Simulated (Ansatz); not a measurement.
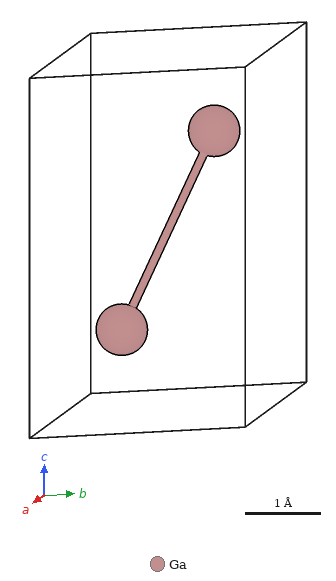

Lattice vibrations of solid Ga (a generated structure), at the zone centre. A ball-and-stick model of the cell of the calculation, seen slightly off an axis.

Level of theory: DFT PBE, scalar-relativistic, plane waves, PAW in Ansatz. Set-up: plane-wave cutoff 420 eV; k-point mesh 24 × 24 × 12; occupations fermi dirac; smearing width 0.15 eV; no spin polarisation.

The frequencies depend somewhat on the k-mesh and the smearing.

Q: Which optical modes does it have, at what frequencies, and is it stable there?

A: The calculation's cell holds 2 atoms, so there are 3 optical modes, in 2 levels. The optical modes span E₂g + B₁g. No level is unstable.

```csv
level,symmetry,frequency (cm⁻¹),activity
1,E₂g,32,Raman-active
2,B₁g,144,silent
```

The displacement patterns (one member of each degenerate set):

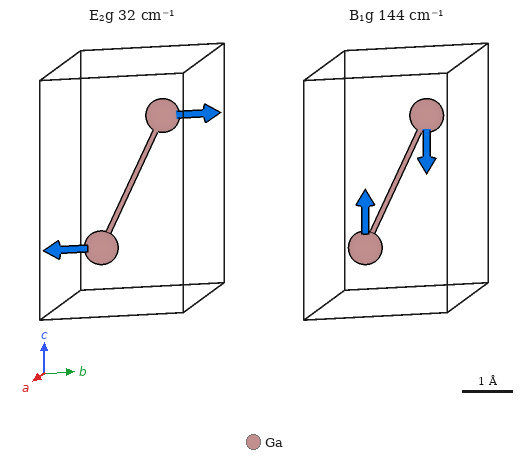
